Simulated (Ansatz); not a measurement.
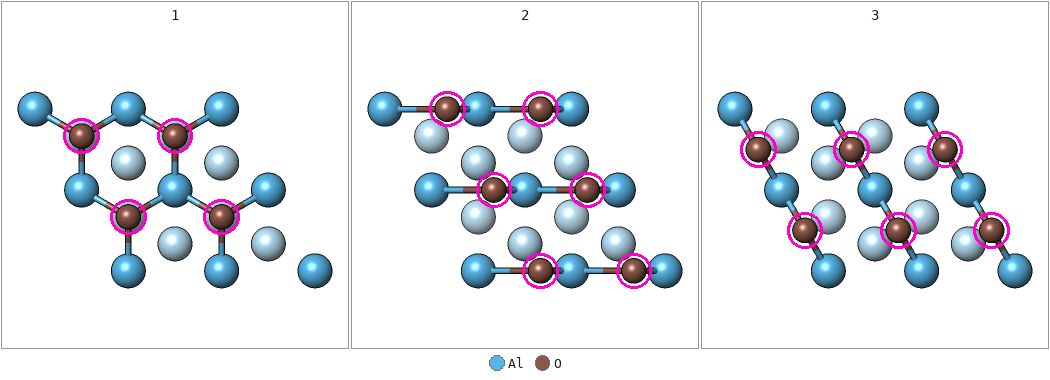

O on an Al(001) slab cut from the P6_3/mmc phase, its upper half relaxed before the scan (8 atoms of substrate and one adsorbate in a 1 × 1 cell). O is moved over the surface cell; relaxed at each place: the height of the adsorbate's atoms; substrate rigid; the origin of the map has the adsorbate above Al8. Places are given modulo a cell vector. The map is drawn in real space over the plane of the surface. The grid has 6 × 6 points; 10 points were computed and 26 follow by symmetry. Energies are in eV, from the lowest grid point. With one adsorbate in each 1 × 1 cell, its nearest image is 2.9 Å away, so neighbouring adsorbates interact. Level of theory: Ansatz 0.2.0, DFT PBE, scalar-relativistic, plane waves, PAW. Settings: cutoff 420 eV, k-mesh 9×9×1, gaussian smearing 0.1 eV, no spin polarisation.

The numbered pictures are structures from this grid. Rings mark the moved atoms.

Rank them by energy, lowest first.

Answer. 1, at a threefold hollow, (2/6, 4/6) of the cell vectors: 0.00 eV; 3, at a bridge site between two Al atoms, (0/6, 3/6) of the cell vectors: 1.09 eV; 2, at (4/6, 0/6) of the cell vectors [nearest 1 Al at 1.60 Å]: 3.12 eV.

The map, with the structures marked:

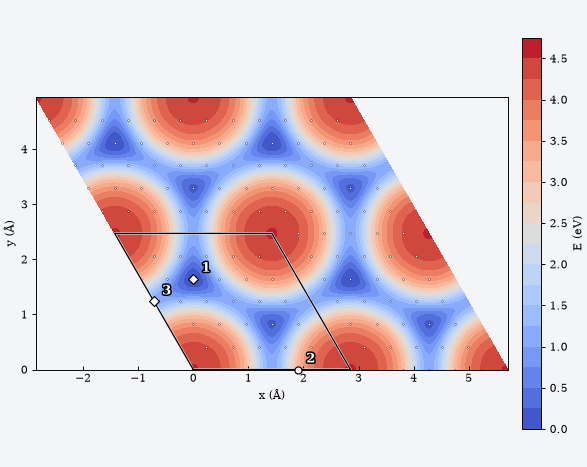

The picture shows filled contours, dots at the grid points, the outline of one cell of the 2 × 2 shown. Between grid points the surface is interpolated.

PAW datasets: the set soft_1.
